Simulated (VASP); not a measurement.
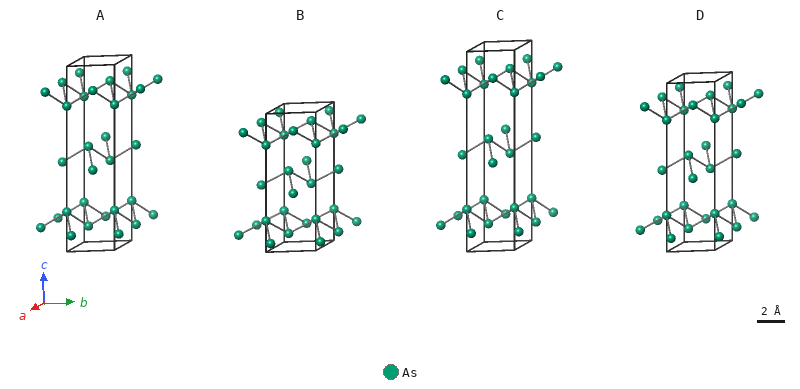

4 geometries from one relaxation of crystalline As (set up in R-3m), in shuffled order. A ball-and-stick model of the conventional cell (3 times the calculation's cell), seen slightly off an axis. Lengths and directions refer to the drawn axes.

The run lets cell and atoms move.

The calculation used Kohn-Sham DFT of a periodic cell, r2SCAN, VASP PAW PBE potentials, recommended in VASP 6.6.1. Set-up: plane-wave cutoff 600 eV; k-point mesh 12 × 12 × 10; occupations gaussian; smearing width 0.03 eV; no spin polarisation.

### Order the frames from highest to lowest energy.

B, D, A, C. They are steps 0, 7, 13, 31, at +20.7 meV per atom, +13.9 meV per atom, +4.3 meV per atom relative to the last. The largest moves relative to the cell, 0.22 Å, are those of As atoms. The volume changes by +31.5 %, with a = b 3.762 → 3.588 Å (−4.6 %), c 10.542 → 15.236 Å (+44.5 %). Some distances before and after: As–As 3.137 → 4.248 Å, As–As 2.506 → 2.484 Å. Bond angles that change, for instance: As–As–As 97.3° → 92.5°. The space group stays R-3m (No. 166). After 31 geometry steps the energy has fallen by 20.7 meV per atom. The largest force component goes from 0.2 to 0.003 eV/Å. The pressure goes from 2.03 to 0.00 GPa. The volume changes by over a tenth within one run on a fixed set of plane waves, so the end point should be relaxed again from the new cell. It ran on 1 thread of Intel(R) Xeon(R) 6975P-C (Granite Rapids), on a shared host.
